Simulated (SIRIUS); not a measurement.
## Energy of ZrB₂ along an even scaling of the cell

System: ZrB₂ (P6/mmm, 3 atoms in the cell).
Method: Kohn-Sham DFT of a periodic cell, PBEsol, dojo-sr-pbesol-0.4.1-standard, no spin polarisation (SIRIUS 7.12.0).

The 7 runs differ only in the geometry, by an even scaling of the cell at fixed fractional positions. The structure derives from an entry of the Crystallography Open Database.

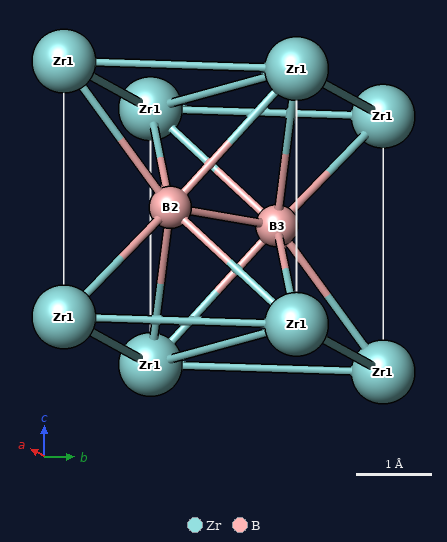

Figure 1. The structure of run 4 (ball-and-stick view of the cell of the calculation, seen at an oblique angle; atoms are numbered from 1 in the order of the input). An atom can appear more than once, as a periodic image.

## Input of run 4
```
{
  "control": {
    "processing_unit": "cpu",
    "verbosity": 2,
    "num_bands_to_print": 16,
    "print_forces": true,
    "print_stress": true
  },
  "parameters": {
    "electronic_structure_method": "pseudopotential",
    "xc_functionals": ["XC_GGA_X_PBE_SOL", "XC_GGA_C_PBE_SOL"],
    "gk_cutoff": 8.8,
    "pw_cutoff": 17.6,
    "ngridk": [10, 10, 8],
    "shiftk": [0, 0, 0],
    "smearing": "fermi_dirac",
    "smearing_width": 0.0018374661,
    "num_bands": 16,
    "num_mag_dims": 0,
    "num_dft_iter": 100,
    "energy_tol": 1e-08,
    "density_tol": 1e-06
  },
  "iterative_solver": {
    "type": "davidson",
    "min_tolerance": 1e-10
  },
  "mixer": {
    "type": "anderson",
    "beta": 0.7,
    "max_history": 8
  },
  "settings": {
    "tol_ne": 1e-10,
    "pseudo_grid_cutoff": 6.5
  },
  "unit_cell": {
    "lattice_vectors": [
      [5.990431815064, 0.0, 0.0],
      [-2.995215907532, 5.18786613149, 0.0],
      [0.0, 0.0, 6.676402398303]
    ],
    "atom_coordinate_units": "lattice",
    "atom_types": ["Zr", "B"],
    "atom_files": {
      "B": "B.json",
      "Zr": "Zr.json"
    },
    "atoms": {
      "Zr": [
        [0.0, 0.0, 0.0]
      ],
      "B": [
        [0.6666666667, 0.3333333333, 0.5],
        [0.3333333333, 0.6666666667, 0.5]
      ]
    }
  }
}
```

Command:
```bash
upf_to_json B.upf
upf_to_json Zr.upf
OMP_NUM_THREADS=1 sirius.scf --input=sirius.json --output=out.json --task=0
```

Run 2 differs from it as follows:
```diff
-      [5.990431815064, 0.0, 0.0],
-      [-2.995215907532, 5.18786613149, 0.0],
-      [0.0, 0.0, 6.676402398303]
+      [5.909470109198, 0.0, 0.0],
+      [-2.954735054504, 5.117751237395, 0.0],
+      [0.0, 0.0, 6.586169683031]
```

## Results, with one run withheld

```csv
run,volume per atom (Å³),"free energy per atom, from the lowest run given (meV)",pressure (GPa)
1,9.634,17.45,12.73
2,9.839,?,?
3,10.044,0.00,1.22
4,10.249,1.61,−3.73
5,10.454,9.25,−8.21
6,10.659,22.36,−12.27
7,10.864,40.41,−15.95
```

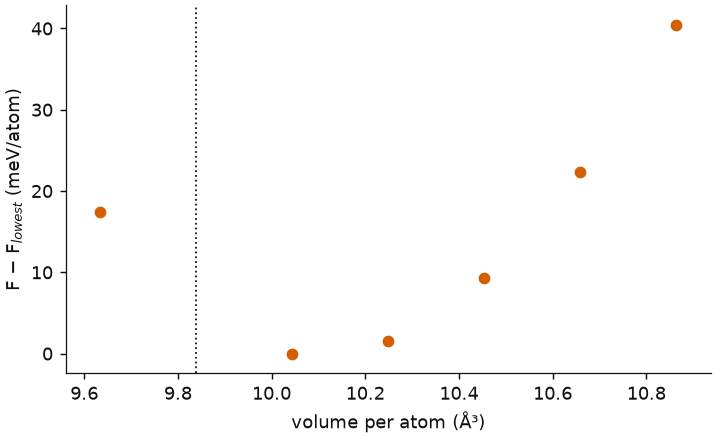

Figure 2. Free energy per atom of the runs given; the dotted line marks run 2.

Estimate the energy of run 2 from the others.

A cubic polynomial in V^(−2/3) (the Birch–Murnaghan form), fitted to the 6 runs given, misses them by under 0.01 meV per atom. With x = V^(−2/3) − 0.21119 Å⁻², it reads F = 3.082 − 2252.8 x + 3.8726e+05 x² − 99790 x³ (meV per atom). At run 2 it gives 5.05 meV per atom, and the run itself gives 5.05. The slope of the fit gives a pressure −dF/dV of 6.72 GPa there, and the run prints 6.69 GPa. The fit has its minimum at 10.094 Å³ per atom, where V d²F/dV² gives 250 GPa. Cell shape and fractional positions are held, so this is the stiffness under even scaling; the relaxed bulk modulus wasn't computed.

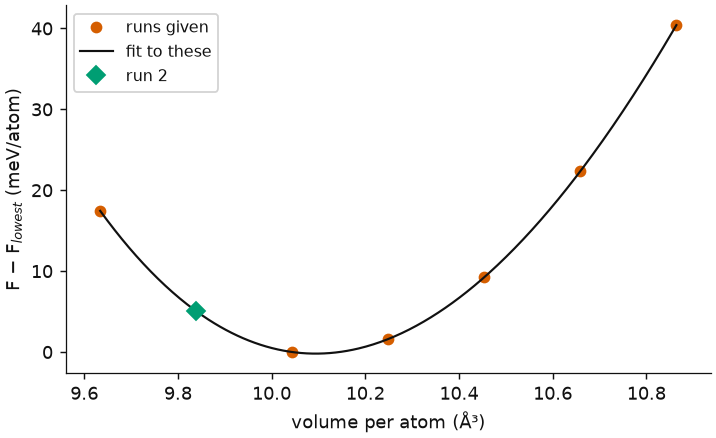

Figure 3. The fit and the withheld run.

## Some lines of the output (run 2)
```
[...]
[find] Total energy                   :     -56.58858724 (Ha),    -113.17717447 (Ry)
[find] Free energy (E-TS)             :     -56.58868687 (Ha),    -113.17737374 (Ry)
[find] Efermi                         :       0.60082154
[find] Total energy                   :     -56.58858726 (Ha),    -113.17717453 (Ry)
[find] Free energy (E-TS)             :     -56.58868689 (Ha),    -113.17737379 (Ry)
[find] Efermi                         :       0.60082245
[find] Total energy                   :     -56.58858727 (Ha),    -113.17717454 (Ry)
[find] Free energy (E-TS)             :     -56.58868690 (Ha),    -113.17737381 (Ry)
[find] Efermi                         :       0.60082132
[find] Total energy                   :     -56.58858727 (Ha),    -113.17717455 (Ry)
[find] Free energy (E-TS)             :     -56.58868691 (Ha),    -113.17737381 (Ry)
[find] Efermi                         :       0.60082108
[find] Free energy (E-TS)             :     -56.58868691 (Ha),    -113.17737382 (Ry)
[find] Efermi                         :       0.60082102
```
